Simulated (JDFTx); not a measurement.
## Energy of KBr along an even scaling of the cell

System: KBr (Fm-3m, 2 atoms in the cell).
Method: Kohn-Sham DFT of a periodic cell, LDA, PseudoDojo-SR-LDA-0.4.1-standard, no spin polarisation (JDFTx 1.7.0 (patched build)).

The 7 runs differ only in the geometry, by an even scaling of the cell at fixed fractional positions. The structure derives from an entry of the Crystallography Open Database.

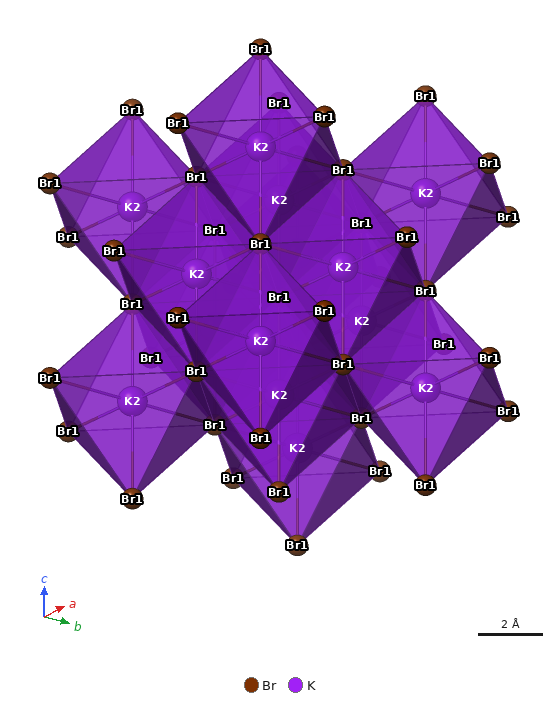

Figure 1. The structure of run 4 (polyhedral view of the cell 4 times as large as that of the calculation, set on its symmetry axes, seen at an oblique angle; polyhedra are completed across the faces of the cell; atoms are numbered from 1 in the order of the input). An atom can appear more than once, as a periodic image.

**Input of run 4**
```
lattice Face-Centered Cubic 12.4721924225
coords-type Lattice
ion Br     0.5000000000     0.5000000000     0.5000000000 1
ion K      0.0000000000     0.0000000000     0.0000000000 1

ion-species pseudo/Br.upf
ion-species pseudo/K.upf
elec-cutoff 36 288
elec-ex-corr lda-PW
kpoint-folding 7 7 7
elec-smearing Fermi 0.0018374661
elec-n-bands 14
electronic-SCF nIterations 100 energyDiffThreshold 1e-09
electronic-minimize nIterations 30 energyDiffThreshold 1e-7
forces-output-coords Cartesian

dump-name run.$VAR
dump End Ecomponents EigStats BandEigs Kpoints Forces Stress
```

Command:
```bash
jdftx -c 1 -i KBr.in -o KBr.out
```

Lattice vectors (Å) and fractional positions of run 4:
```
   0.000000    3.300000    3.300000
   3.300000    0.000000    3.300000
   3.300000    3.300000    0.000000
Br  0.500000  0.500000  0.500000
K   0.000000  0.000000  0.000000
```

Run 3 has the same physical settings and fractional positions; its lattice vectors (Å) are:
```
   0.000000    3.277852    3.277852
   3.277852    0.000000    3.277852
   3.277852    3.277852    0.000000
```

**Results, with one run withheld**

| run | volume per atom (Å³) | free energy per atom, from the lowest run given (meV) | pressure (GPa) | gap on the mesh (eV) |
| --- | --- | --- | --- | --- |
| 1 | 33.781 | 0.00 | −0.81 | 4.20 |
| 2 | 34.500 | 4.36 | −1.13 | 4.14 |
| 3 | 35.218 | ? | ? | ? |
| 4 | 35.937 | 16.96 | −1.66 | 4.03 |
| 5 | 36.656 | 24.87 | −1.88 | 3.98 |
| 6 | 37.374 | 33.68 | −2.06 | 3.93 |
| 7 | 38.093 | 43.26 | −2.22 | 3.89 |

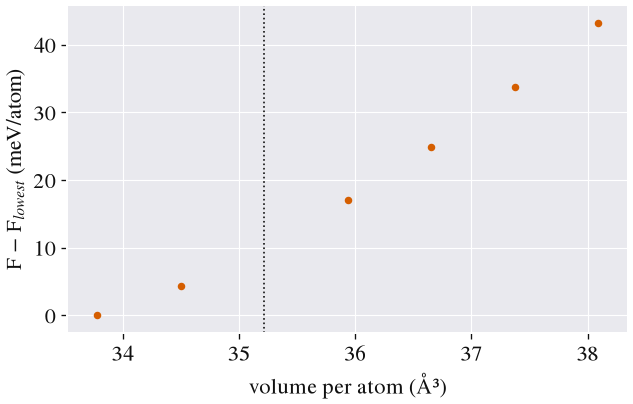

Figure 2. Free energy per atom of the runs given; the dotted line marks run 3.

Fit the runs given and predict run 3.

A cubic polynomial in V^(−2/3) (the Birch–Murnaghan form), fitted to the 6 runs given, misses them by at most 0.01 meV per atom. With x = V^(−2/3) − 0.09172 Å⁻², it reads F = 17.613 − 6156.7 x + 4.2368e+05 x² + 2.5955e+06 x³ (meV per atom). At run 3 it gives 10.07 meV per atom, and the run itself gives 10.07. The slope of the fit gives a pressure −dF/dV of −1.41 GPa there, and the run prints −1.42 GPa. The fit has no minimum inside this range. The gap on the mesh goes, without turning, from 4.20 eV in run 1 to 3.89 eV in run 7; run 3 has 4.08 eV. These are gaps of this functional on this mesh, which can miss the band edges; they aren't the measured gap.

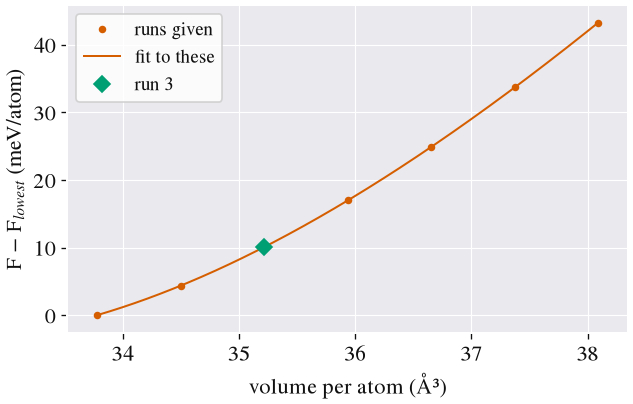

Figure 3. The fit and the withheld run.

**Some lines of the output (run 3)**
```
[...]
unit cell volume = 475.329
     Etot =      -42.1989484319767243
        F =      -42.1989484319767243
	HOMO-LUMO gap: +0.150084
	Optical gap  : +0.150084 at state 0 ( [ +0.000000 +0.000000 +0.000000 ] spin 0 )
```

Notes on the run: WARNING: large normalization error in atomic orbital 2s (integral: 0.983987).
